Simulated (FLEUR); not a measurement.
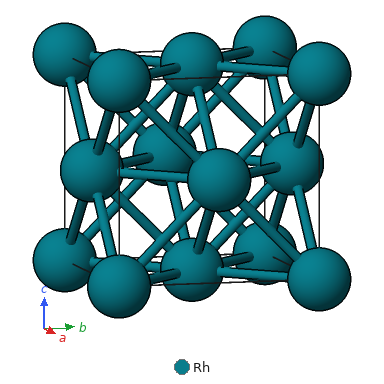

System: Rh, space group Fm-3m (No. 225). The picture shows the conventional cell.

Structure:
```cif
data_structure
_symmetry_space_group_name_H-M 'P 1'
_symmetry_Int_Tables_number 1
_cell_length_a 2.6840
_cell_length_b 2.6840
_cell_length_c 2.6840
_cell_angle_alpha 60.000
_cell_angle_beta 60.000
_cell_angle_gamma 60.000
_cell_volume 13.67
loop_
_atom_site_label
_atom_site_type_symbol
_atom_site_fract_x
_atom_site_fract_y
_atom_site_fract_z
_atom_site_occupancy
Rh1 Rh 0.00000 0.00000 0.00000 1
```

Method: all-electron LAPW DFT, no spin polarisation; energies at scaled volumes of the given cell, shape and fractions fixed, counted from the fit's minimum, third-order Birch-Murnaghan fit (FLEUR MaX-R8.1 (later development tree)). Level: LDA.

```tsv
setting	value
k mesh	12×12×12
occupations	Fermi–Dirac
smearing width	0.05 eV
potentials	all electron
program settings	basis FLAPW, kmax 4.26 1/bohr
```

What does the calculation give for the energy against volume? The volume takes the values 12.85, 13.12, 13.67, 14.22, 14.49 Å³/atom.

A third-order Birch–Murnaghan fit gives V0 = 13.21 Å³/atom, B0 = 320 GPa and B′ = 5.1. The energy is 10 meV/atom at volume 12.85 Å³/atom and 103 meV/atom at 14.49 Å³/atom; the lowest computed point is at volume 13.12 Å³/atom (1 meV/atom), and no other minimum shows among the points.

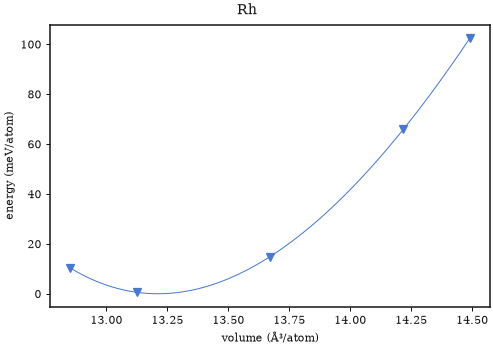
